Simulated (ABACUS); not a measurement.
## Energy of Na along an even scaling of the cell

System: Na (1 atom in the cell).
Method: Kohn-Sham DFT of a periodic cell, PBE, PseudoDojo NC SR 0.4.1 PBE standard, no spin polarisation (ABACUS 3.10.1).

The 7 runs differ only in the geometry, by an even scaling of the cell at fixed fractional positions. The structure derives from an entry of the Crystallography Open Database.

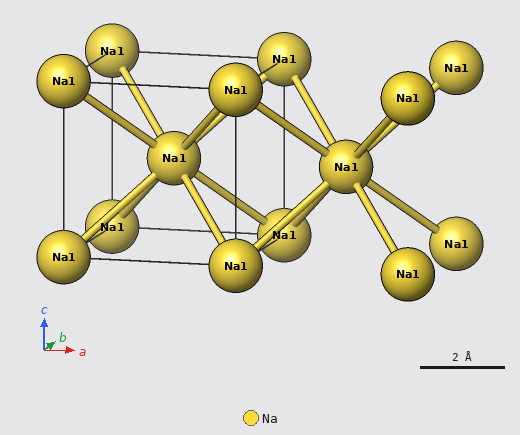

Figure 1. The structure of run 4 (ball-and-stick view of the cell 2 times as large as that of the calculation, set on its symmetry axes, repeated 2 × 1 × 1, seen slightly off an axis; atoms are numbered from 1 in the order of the input).

**Input file of run 4**
```
INPUT_PARAMETERS
suffix              Na
calculation         scf
basis_type          lcao
pseudo_dir          ./
orbital_dir         ./
symmetry            1
dft_functional      pbe
ecutwfc             100
pseudo_rcut         10
nspin               1
nbands              9
ks_solver           genelpa
smearing_method     fd
smearing_sigma      0.00367493
scf_thr             1e-07
scf_nmax            100
mixing_type         broyden
mixing_beta         0.7
cal_force           1
cal_stress          1
out_mul             1
out_chg             1
out_pot             2
out_elf             1
```

**File STRU of run 4**
```
ATOMIC_SPECIES
Na 22.9898 Na.upf

NUMERICAL_ORBITAL
Na_confined-atom_9au_3s2p1d.orb

LATTICE_CONSTANT
1.8897261246

LATTICE_VECTORS
-2.1410000000 2.1410000000 2.1410000000
2.1410000000 -2.1410000000 2.1410000000
2.1410000000 2.1410000000 -2.1410000000

ATOMIC_POSITIONS
Direct

Na
0.0
1
0.0000000000 0.0000000000 0.0000000000 1 1 1
```

**File KPT of run 4**
```
K_POINTS
0
Gamma
9 9 9 0 0 0
```

Command:
```bash
OMP_NUM_THREADS=1 mpirun -np 4 abacus > log
```

Run 3 differs from it as follows:
```diff
-out_chg             1
-out_pot             2
-out_elf             1
--2.1410000000 2.1410000000 2.1410000000
-2.1410000000 -2.1410000000 2.1410000000
-2.1410000000 2.1410000000 -2.1410000000
+-2.1266304395 2.1266304395 2.1266304395
+2.1266304395 -2.1266304395 2.1266304395
+2.1266304395 2.1266304395 -2.1266304395
```

**Results, with one run withheld**

```csv
run,volume per atom (Å³),"free energy per atom, from the lowest run given (meV)",pressure (GPa)
1,36.901,0.00,0.03
2,37.686,0.12,−0.14
3,38.471,?,?
4,39.256,3.14,−0.45
5,40.041,5.70,−0.58
6,40.827,8.93,−0.71
7,41.612,12.62,−0.82
```

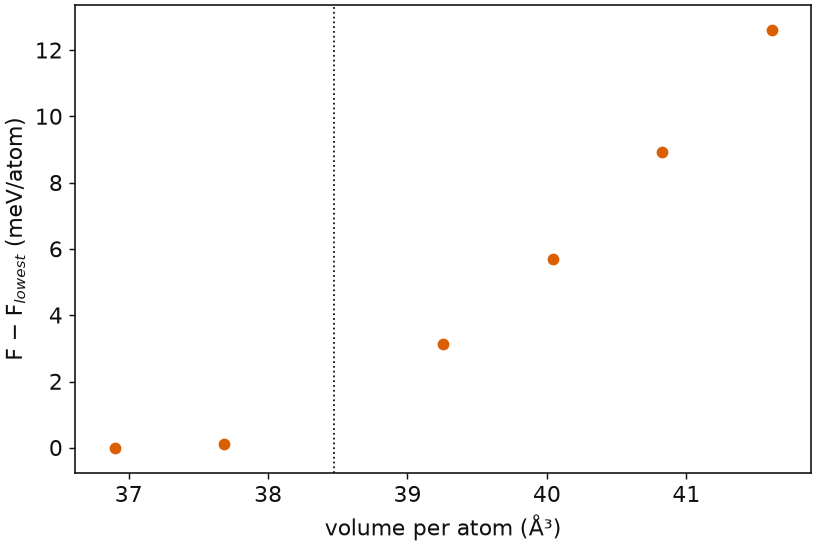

Figure 2. Free energy per atom of the runs given; the dotted line marks run 3.

Fit the runs given and predict run 3.

A cubic polynomial in V^(−2/3) (the Birch–Murnaghan form), fitted to the 6 runs given, misses them by at most 0.02 meV per atom. With x = V^(−2/3) − 0.08647 Å⁻², it reads F = 3.3313 − 2029.5 x + 2.8849e+05 x² + 4.1517e+06 x³ (meV per atom). At run 3 it gives 1.22 meV per atom, and the run itself gives 1.42. The slope of the fit gives a pressure −dF/dV of −0.31 GPa there, and the run prints −0.30 GPa. The fit has its minimum at 37.189 Å³ per atom, where V d²F/dV² gives 10.2 GPa: the bulk modulus at this level, since symmetry fixes the shape and the positions.

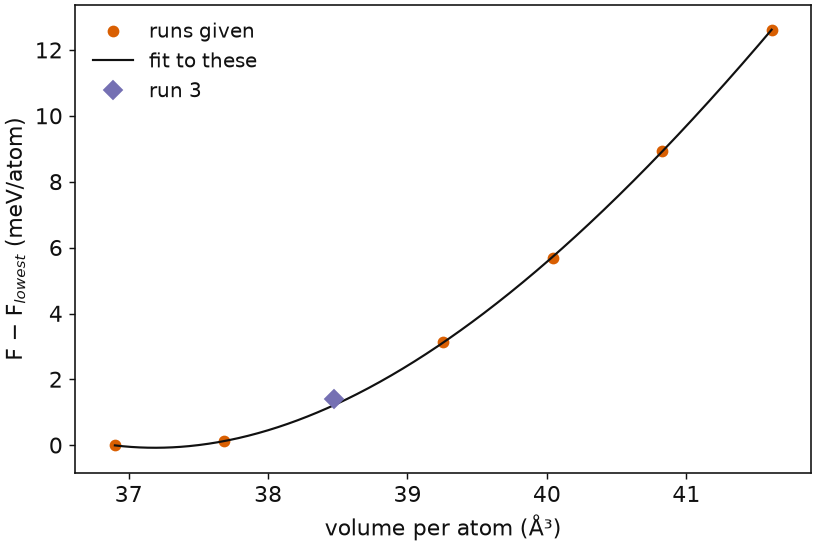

Figure 3. The fit and the withheld run.

**Some lines of the output (run 3)**
```
[...]
                          Volume (Bohr^3) = 259.617
                             Volume (A^3) = 38.4712
 E_Fermi        0.1188192201         1.6166184251
 E_Fermi        0.1163237415         1.5826656975
 E_Fermi        0.1153154025         1.5689465409
 E_Fermi        0.1148056741         1.5620113309
 E_Fermi        0.1148068971         1.5620279696
 E_Fermi        0.1148069194         1.5620282737
 E_KS(sigma->0) -91.4269936687       -1243.9280649037
 E_Fermi        0.1148070105         1.5620295126
 final etot is -1243.929616 eV
 EFERMI = 1.5620295126 eV
 TOTAL-PRESSURE: -3.047993 KBAR
 !FINAL_ETOT_IS -1243.9296159726354745 eV
```

Notes: Points of doubt noted for this run: home made orbitals.
